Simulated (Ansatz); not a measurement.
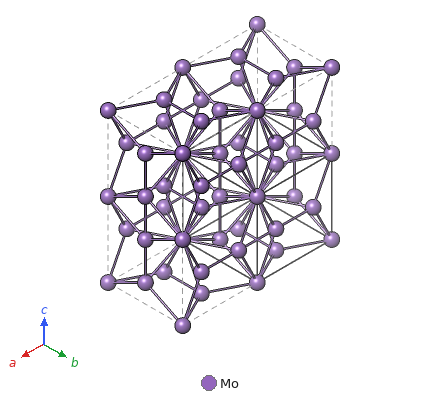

The structure, seen along [111]; the drawing may span several cells.

Given this structure, coordinates from a relaxation with Ansatz 0.2.0, DFT, BLYP, plane waves (420 eV) with PAW, scalar-relativistic; the starting structure was generated, so it need not be a known form of this composition, written in its standard cell:

```cif
data_structure
_symmetry_space_group_name_H-M 'Pm-3n'
_symmetry_Int_Tables_number 223
_cell_length_a 5.1069
_cell_length_b 5.1069
_cell_length_c 5.1069
_cell_angle_alpha 90.000
_cell_angle_beta 90.000
_cell_angle_gamma 90.000
_cell_volume 133.19
loop_
_atom_site_label
_atom_site_type_symbol
_atom_site_symmetry_multiplicity
_atom_site_Wyckoff_symbol
_atom_site_fract_x
_atom_site_fract_y
_atom_site_fract_z
_atom_site_occupancy
Mo1 Mo 2 a 0.00000 0.00000 0.00000 1
Mo2 Mo 6 c 0.25000 0.00000 0.50000 1
```

What does the kinematic electron diffraction pattern along [111] look like at 200 kV (B = 1 Å²)?

The spots form a hexagonal net with both shortest vectors at d = 3.61 Å, 60.0° apart. They are -1 1 0 (itself too weak to see) and -1 0 1 (itself too weak to see). The pattern has symmetry 6mm. Reflections such as 0 1 -1, 1 -1 0, 1 0 -1 are allowed but too weak to see at this display level.

Strongest reflections with d > 1.11 Å, one of each family (|F|² from tabulated Gaussian fits of the electron scattering factors, times a small damping for the curvature of the Ewald sphere):

| hkl | d (Å) | I (strongest = 100) |
| --- | --- | --- |
| 2 -1 -1 | 2.085 | 100 |
| 3 -1 -2 | 1.365 | 35 |

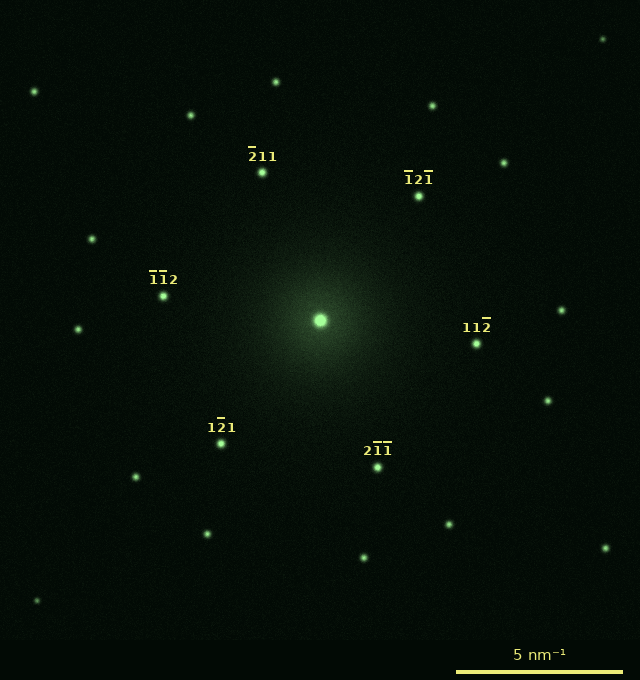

Calculated pattern, seen from the source side with [111] pointing towards the source.
